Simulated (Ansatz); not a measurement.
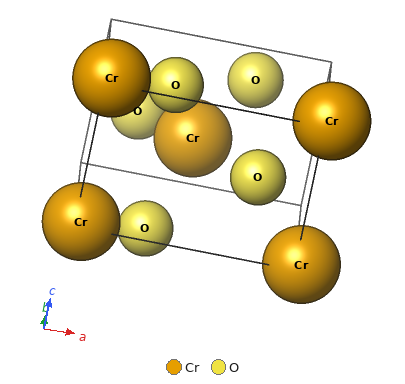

A spheres-only rendering, viewed from a general direction. Lines trace the edges of the simulation cell.

```
CELL_PARAMETERS angstrom
4.36015 -0.02887 0.02799
-0.02887 4.40568 0.02769
0.01847 0.01827 2.95967
ATOMIC_POSITIONS crystal
Cr 0.02912 0.10055 0.00045
Cr 0.45232 0.55545 0.50620
O 0.32105 0.30351 0.94913
O 0.19772 0.81436 0.49886
O 0.67611 0.69552 0.91445
O 0.76421 0.25869 0.45782
```

Level of theory: Ansatz, DFT, PAW plane waves, PBEsol+U. Settings were 420 eV cutoff, a 4×4×6 mesh of k-points, Gaussian smearing of 0.011 eV, U = 7.58 eV and J = 0.88 eV on Cr d, spinor wavefunctions.

### What magnetic order and moments does the run give?

In the lowest state found: ferromagnetic (within this cell). Site moments: 2 Cr +1.9 to +2.4 μB. The net spin moment of the whole cell is 4.0 μB, including what lies between the atoms and on sites without an arrow.

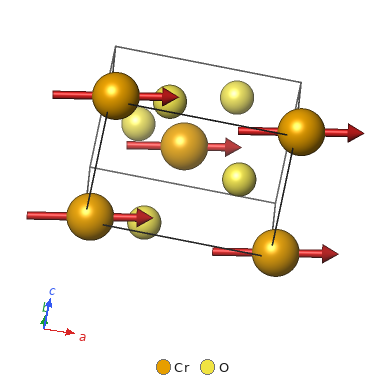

Arrows are the site magnetic moments above 0.25 μB (those induced on non-metal atoms are left out); longer means larger, in their computed directions (spin part only); red points roughly along the largest moment (counted as +), blue roughly against it and purple across it. The run used spinors without spin-orbit coupling, so the overall direction is arbitrary.

Shown is a known structure type with the cell strained and the atoms shaken on purpose, as it stood before any relaxation. It was run through Ansatz as a DFT input.

At this level of theory the cell isn't at rest (compressed, at 35 GPa and forces up to 11.1 eV/Å), so its distances can differ from those at equilibrium, the more so the softer the solid, and its magnetic state may change on relaxation.
